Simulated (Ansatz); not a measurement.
SiC (slab)

Input

```
crystal:
  lattice:
    - [3.0807515649, 0.0, 0.0]
    - [0.0, 4.3568406454, 0.0]
    - [0.0, 0.0, 27.3230062598]
  atoms:
    - { symbol: Si, position: [0.5, 0.5, 0.2744939531] }
    - { symbol: C, position: [0.0, 0.75, 0.2744939531] }
    - { symbol: Si, position: [0.0, 0.0, 0.3308704649] }
    - { symbol: C, position: [0.5, 0.25, 0.3308704649] }
    - { symbol: Si, position: [0.5, 0.5, 0.3872469766] }
    - { symbol: C, position: [0.0, 0.75, 0.3872469766] }
    - { symbol: Si, position: [0.0, 0.0, 0.4436234883] }
    - { symbol: C, position: [0.5, 0.25, 0.4436234883] }
    - { symbol: Si, position: [0.5, 0.5, 0.5] }
    - { symbol: C, position: [0.0, 0.75, 0.5] }
    - { symbol: Si, position: [0.0, 0.0, 0.5563765117] }
    - { symbol: C, position: [0.5, 0.25, 0.5563765117] }
    - { symbol: Si, position: [0.5, 0.5, 0.6127530234] }
    - { symbol: C, position: [0.0, 0.75, 0.6127530234] }
    - { symbol: Si, position: [0.0, 0.0, 0.6691295351] }
    - { symbol: C, position: [0.5, 0.25, 0.6691295351] }
    - { symbol: Si, position: [0.5, 0.5, 0.7255060469] }
    - { symbol: C, position: [0.0, 0.75, 0.7255060469] }
basis:
  ecutwfc: 420
kpoints:
  mp_grid: { grid: [9, 6, 1] }
hamiltonian:
  xc: pbesol
scf:
  occupations: { method: gaussian, width: 0.05 }
output:
  forces: true
  eigenvalues: true
  write_density: true
  write_potential: true
  elf: true
  volumetric_format: npy
relax:
  adjacent_minimum: "off"
  f_tol: 0.02
  max_steps: 60
efield:
  axis: 3
  dipole_correction: true
```

Run with:

```sh
ansatz run input.yaml --threads 2 --pin off --max-ram 5120MiB --backend cpu --events-out ev --progress --plain --runs-dir out
```

The fields are those of the relaxed geometry.

Computed with DFT PBEsol, scalar-relativistic, plane waves, PAW in Ansatz.

### Predict the valence pseudo-density and electron localisation function between the atoms.

Si–C (1.84 Å): the density is about 0.93 e/Å³ at the midpoint; the ELF peaks at about 0.90 between the atoms (a covalent bond).
Si–C (1.88 Å): the density is about 0.88 e/Å³ at the midpoint; the ELF peaks at about 0.95 between the atoms: a shared electron pair.
Si–C (1.93 Å): the density is about 0.8 e/Å³ at the midpoint; the ELF peaks at about 0.90 between the atoms; localised, covalent bonding.

### Metal or insulator at this level of theory?

It is gapped, with a Kohn–Sham gap of 0.46 eV on the k-point mesh, an upper bound to the gap of this method.

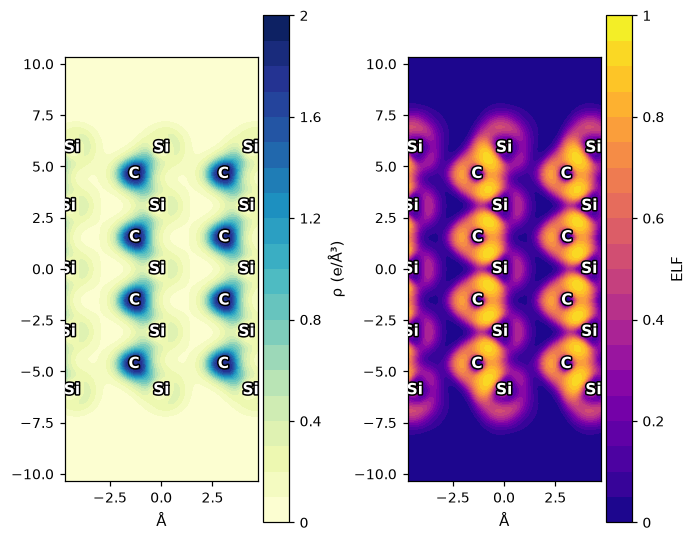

Computed valence pseudo-density and electron localisation function on the (100) plane of the calculation cell, a cut from vacuum to vacuum, in this order. 

Core electrons are frozen (PAW), and the valence fields are smoothed inside the atomic spheres.
